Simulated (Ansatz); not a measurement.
P: several calculations on one system

**1. Relaxation**

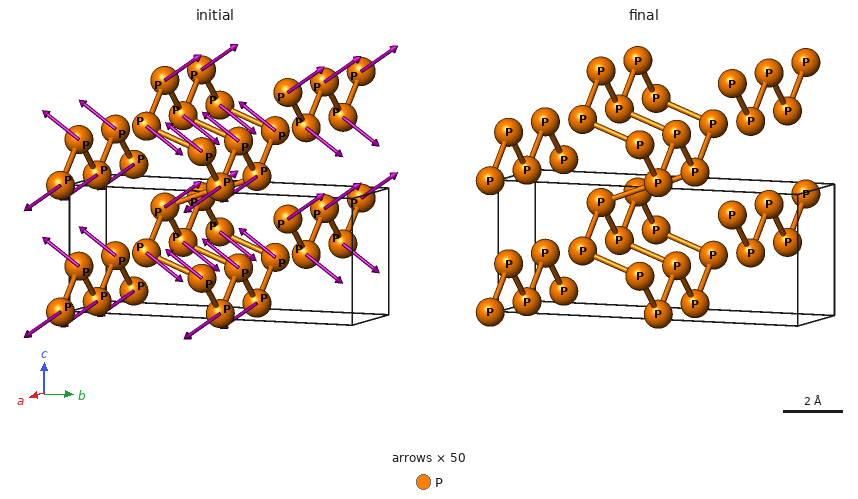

The structure of crystalline P (set up in Cmce) (coarse preliminary run) before (left) and after (right) a relaxation, at one scale. The purple arrows give the displacements (the part carried along by the change of the cell is left out), 50 times their true length.

A ball-and-stick model of the conventional cell (2 times the calculation's cell), repeated 2 × 1 × 2 with one cell outlined, seen slightly off an axis. Lengths and directions refer to the drawn axes.

Level of theory: DFT PBE, scalar-relativistic, plane waves, PAW (Ansatz 0.2.0). (plane-wave cutoff 420 eV; k-point mesh 6 × 6 × 4; occupations gaussian; smearing width 0.1 eV; no spin polarisation; cell and atoms relaxed; force threshold 0.05 eV/Å; at most 80 steps)

Summarise the run.

Over 3 accepted moves (4 points after the start) the energy falls by 39.1 meV per atom. Largest force component: 0.84 eV/Å at the start, 0.0098 eV/Å at the end. Pressure: 6.28 GPa at the start and −0.01 GPa at the end. The SCF was repeated once at an unchanged geometry on a basis and grid sized afresh for the cell, which shifted the energy by 0.7 meV per atom at most. The largest moves relative to the cell, 0.034 Å, are those of P atoms. Cell: a 3.310 → 3.319 Å (+0.3 %), b 10.500 → 11.114 Å (+5.8 %), c 4.380 → 4.547 Å (+3.8 %). Volume +10.2 %. Some distances before and after: P–P 2.169 → 2.233 Å, P–P 2.204 → 2.262 Å. Bond angles that change, for instance: P–P–P 99.5° → 96.0°. The space group stays Cmce (No. 64). Cost: 12 s on 2 threads of Intel(R) Xeon(R) Platinum 8259CL CPU @ 2.50GHz (Skylake/Cascade Lake), with other jobs on the host, peak memory 0.43 GiB.

**2. Relaxation**

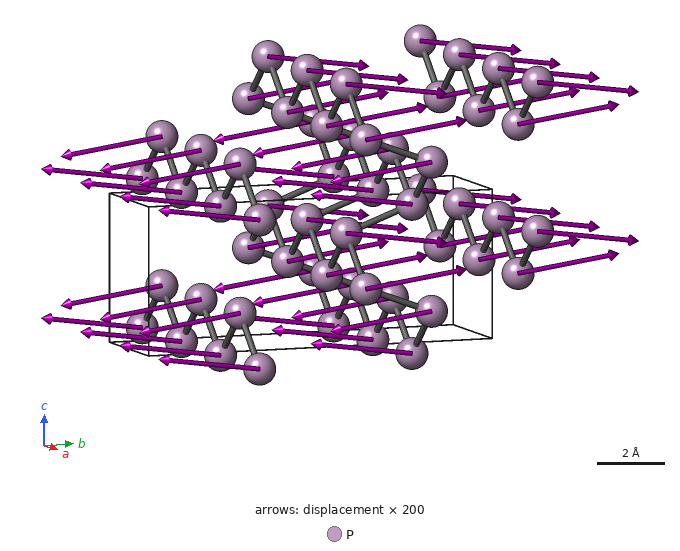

This is a relaxation of solid P (set up in Cmce). The starting structure is drawn; purple arrows show the displacements (the part carried along by the change of the cell is left out), 200 times their true length.

The picture is a ball-and-stick view of the conventional cell (2 times the calculation's cell), repeated 3 × 1 × 2 with one cell outlined, seen slightly off an axis. Lengths and directions refer to the drawn axes.

All numbers below come from DFT PBE, scalar-relativistic, plane waves, PAW (Ansatz). Set-up: plane-wave cutoff 420 eV; k-point mesh 12 × 12 × 8; occupations gaussian; smearing width 0.01 eV; no spin polarisation; cell and atoms relaxed; force threshold 0.005 eV/Å; at most 80 steps.

Describe the change and its energy.

Answer. Over 3 accepted moves (4 points after the start) the energy falls by 0.3 meV per atom. Largest force component: 0.024 eV/Å at the start, 0.003 eV/Å at the end. Pressure: −0.08 GPa at the start and 0.01 GPa at the end. The SCF was repeated once at an unchanged geometry on a basis and grid sized afresh for the cell, which shifted the energy by less than 0.05 meV per atom at most. The largest moves relative to the cell, 0.017 Å, are those of P atoms. Cell: a 3.319 → 3.310 Å (−0.3 %), b 11.114 → 11.285 Å (+1.5 %), c 4.547 → 4.558 Å (+0.2 %). Volume +1.5 %. The space group stays Cmce (No. 64). Cost: 61 s on 2 threads of Intel(R) Xeon(R) Platinum 8259CL CPU @ 2.50GHz (Skylake/Cascade Lake), on a shared host, peak memory 0.61 GiB.

**3. Scan**

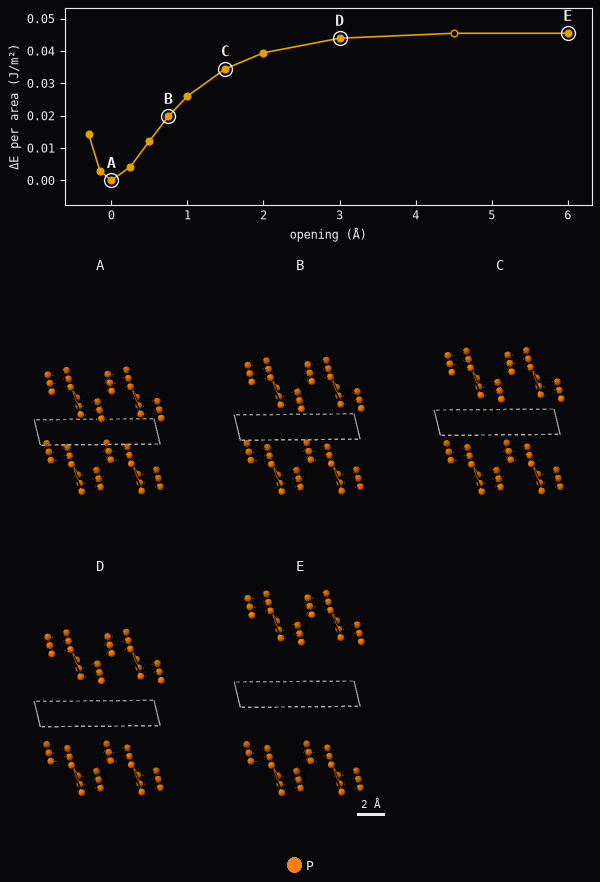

Solid P (Cmce): the crystal is pulled apart rigidly along the normal of the (0 −1 0) plane of the conventional cell, at a cut between a plane of P below and one of P above, 3.52 Å apart. One cut stands in each cell, which starts 11.3 Å high; nothing is relaxed, and the dashed outline marks the cut. The lettered frames are marked on the plot. Hollow markers are points alike by symmetry, not computed again. A ball-and-stick model of the layers on both sides of the cut, seen from the side, nearly along the cut plane.

Method: DFT PBE, scalar-relativistic, plane waves, PAW in Ansatz. Set-up: plane-wave cutoff 420 eV; k-point mesh 10 × 7 × 3; occupations gaussian; smearing width 0.03 eV; no spin polarisation. Energies (free energies at the smearing named) are counted from the relaxed crystal.

**What does the scan show?**

At the widest opening, 6.00 Å, the energy has risen by 0.045 J/m², where the curve has levelled off: this is the ideal work of separation, the sum of the two unrelaxed surface energies of a slab 11.3 Å thick. The steepest rise lies between 0.25 Å and 0.50 Å, with a mean traction of about 0.32 GPa. Pressing the cut together by 0.30 Å costs 0.014 J/m².

Limits of the set-up: layers or molecules are held without a dispersion correction, so their spacing is unreliable.

**4. Scan**

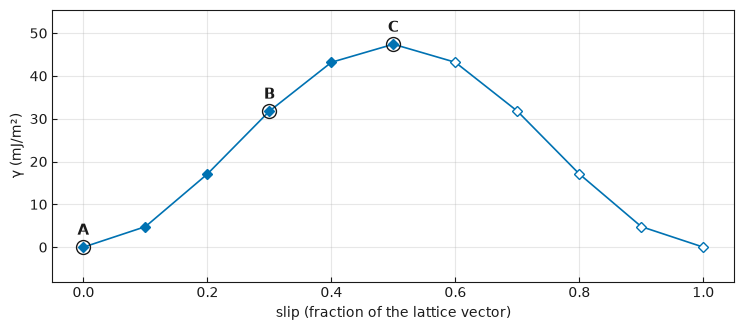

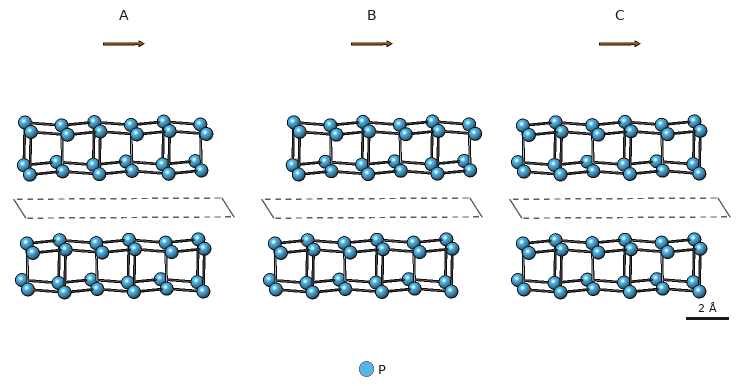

A crystal of P (Cmce): the crystal above a cut along the (0 −1 0) plane of the conventional cell (between a plane of P below and one of P above, 3.52 Å apart) is slid rigidly by fractions of an in-plane lattice vector 3.31 Å long (a generalised stacking fault). One cut stands in each cell, which starts 11.3 Å high; nothing is relaxed, and the dashed outline marks the cut, the arrow on top the direction of slip. The lettered frames are marked on the plot. Hollow markers are points alike by symmetry, not computed again. Style: ball-and-stick. Shown: the layers on both sides of the cut, from the side, nearly along the cut plane.

All numbers below come from DFT PBE, scalar-relativistic, plane waves, PAW (Ansatz). (plane-wave cutoff 420 eV; k-point mesh 10 × 7 × 3; occupations gaussian; smearing width 0.03 eV; no spin polarisation). Energies (free energies at the smearing named) are counted from the relaxed crystal.

Read off the main features of the energy profile.

Answer. The curve starts and ends at zero, since a full lattice vector restores the crystal. Its highest computed point is 47.4 mJ/m² at slip 0.50, which the unstable stacking-fault energy of this rigid path equals or slightly exceeds. No local minimum shows among the points, so there is no metastable fault on this line. The path is symmetric about half-way. Relaxation across the fault would lower the values.

Limits of the set-up: layers or molecules are held without a dispersion correction, so their spacing is unreliable.
